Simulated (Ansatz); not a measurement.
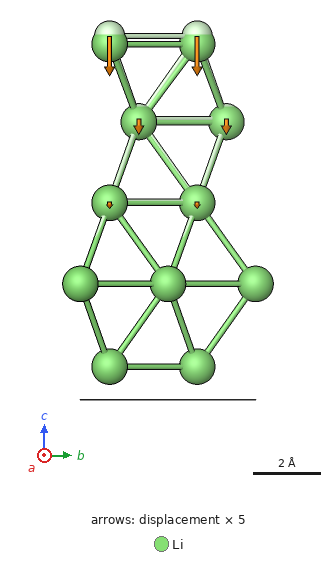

A constrained relaxation of a slab of composition Li (cut from the R-3m phase). The starting structure is drawn faded, the final one solid; orange arrows show the displacements, magnified 5 times.

A ball-and-stick model of the 2 × 2 repeat of the cell, outlined in the plane, without the vacuum, seen along the a axis.

Case: clean slab, lower half held. The slab is the (0 0 1) face of Li. 2 atoms are held fixed.

Level of theory: DFT PBEsol, scalar-relativistic, plane waves, PAW in Ansatz. Set-up: plane-wave cutoff 420 eV; k-point mesh 12 × 12 × 1; occupations gaussian; smearing width 0.1 eV; no spin polarisation; dipole correction; atoms relaxed in a fixed cell; force threshold 0.03 eV/Å; at most 70 steps.

### Describe the change and its energy.

A Li atom moves most: 0.25 Å along the normal (−c). The cell doesn't change. Some distances before and after: Li–Li 3.060 → 2.943 Å, Li–Li 3.059 → 3.015 Å. After 2 geometry steps the energy has fallen by 8.6 meV per cell of the calculation. The largest force component goes from 0.091 to 0.0024 eV/Å.
